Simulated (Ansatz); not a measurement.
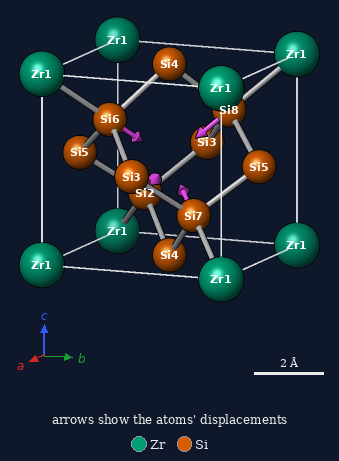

One vibrational mode of a crystal of ZrSi7 (a generated structure) at the zone centre. The pink arrows are the displacements of the atoms (eigenvector over the root of the mass), of arbitrary overall length and sign. Style: ball-and-stick. Shown: the cell of the calculation, slightly off an axis.

These are results of DFT PBE, scalar-relativistic, plane waves, PAW (Ansatz), not measurements. Set-up: plane-wave cutoff 420 eV; k-point mesh 6 × 6 × 6; occupations fermi dirac; smearing width 0.15 eV; no spin polarisation.

The frequencies depend somewhat on the k-mesh and the smearing.

Q: Describe the mode and give its frequency.

A: This is the A₁ mode at 47.0 meV, optical level 6 of 8, counted from below, Raman-active by symmetry. The Zr and Si (3c) atoms stay at rest; atoms of one kind move against one another, with no net shift of their sublattice.
